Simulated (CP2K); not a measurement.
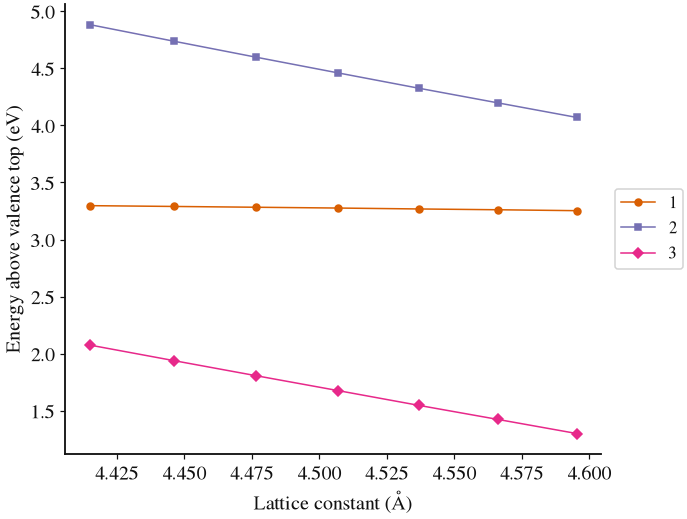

Lowest conduction level at each named k point, counted from the valence-band top at Γ. The curves are numbered.

System: zincblende GaN, space group F-43m, 2 atoms in the primitive cell. The cell is scaled uniformly. Method: LDA, GTH_POTENTIALS Ga GTH-PADE-q13, N GTH-PADE-q5; TZVP-MOLOPT-PBE-GTH basis, no spin polarisation, no spin-orbit coupling, 10×10×10 k mesh (CP2K 2026.2).

> Which curve belongs to which k point: L, X and Γ?

1 is X; 2 is L; 3 is Γ. Γ falls by 0.78 eV, X falls by 0.05 eV and L falls by 0.81 eV.

> Which of these conduction levels is lowest, and does that change?

The lowest is the one at Γ, over the whole range, so among these points the gap stays direct.

The basis of atomic orbitals isn't converged, which shifts gaps and empty levels. LDA, GGA and most meta-GGA functionals understate gaps. The usual form of GaN is wurtzite.
